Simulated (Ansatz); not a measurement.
System: GaN (amorphous cell).

Input file:

```
crystal:
  lattice:
    - [5.216053, 1.333838, -0.040083]
    - [1.353142, 5.530283, 0.001789]
    - [-0.019649, -0.039789, 5.704096]
  atoms:
    - { symbol: Ga, position: [0.6722248654, 0.0792664884, 0.3012716776] }
    - { symbol: Ga, position: [0.5143428783, 0.3670910402, 0.8132940696] }
    - { symbol: Ga, position: [0.0103795686, 0.3955670498, 0.1296452739] }
    - { symbol: Ga, position: [0.1544664607, 0.089084641, 0.6199052441] }
    - { symbol: Ga, position: [0.6886539528, 0.7115186772, 0.6375692548] }
    - { symbol: Ga, position: [0.3458173632, 0.7544963695, 0.1402168269] }
    - { symbol: "N", position: [0.3232647575, 0.7563574744, 0.7872663691] }
    - { symbol: "N", position: [0.5284354612, 0.0993942957, 0.6150049991] }
    - { symbol: "N", position: [0.7071369989, 0.7094574102, 0.2801930527] }
    - { symbol: "N", position: [0.3817865467, 0.3822782854, 0.1327564192] }
    - { symbol: "N", position: [0.8897288989, 0.3785010625, 0.8033822079] }
    - { symbol: "N", position: [0.0423702877, 0.0702779627, 0.2913115972] }
basis:
  ecutwfc: 420
kpoints:
  mp_grid: { grid: [5, 5, 4] }
hamiltonian:
  xc: pbe
scf:
  occupations: { method: gaussian, width: 0.02 }
  n_extra_bands: 8
output:
  forces: true
  stress: true
  eigenvalues: true
  populations: true
  dos:
    method: { smearing: { sigma: 0.1, scheme: gaussian } }
    projected: true
    de: 0.02
  write_density: true
  write_potential: true
  elf: true
  volumetric_format: npy
```

Command:

```sh
ansatz run input.yaml --threads 2 --pin off --max-ram 5120MiB --backend cpu --events-out ev --progress --plain --runs-dir out
```

These are results of Ansatz 0.2.0, DFT PBE, scalar-relativistic, plane waves, PAW, not measurements.

**What will maps of the valence pseudo-density and electron localisation function show?**

Ga–N (1.96 Å): ρ at the midpoint is about 0.72 e/Å³; the ELF peaks at about 0.85 in the valence shell of N, 0.7 Å from its nucleus, and is about 0.45 at the midpoint.
Ga–N (2.04 Å): ρ at the midpoint is about 0.64 e/Å³; the ELF peaks at about 0.85 in the valence shell of N, 0.7 Å from its nucleus, and is about 0.45 at the midpoint.

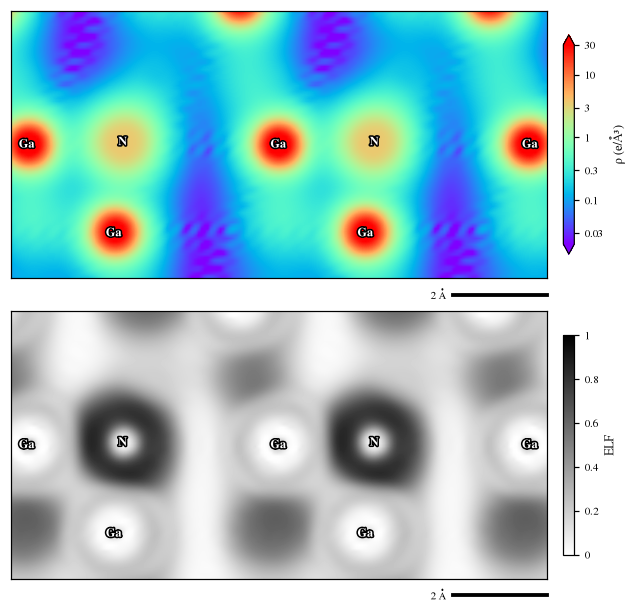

Computed valence pseudo-density and electron localisation function on the (001) plane of the calculation cell, in this order. 

Core electrons are frozen (PAW), and the valence fields are smoothed inside the atomic spheres.
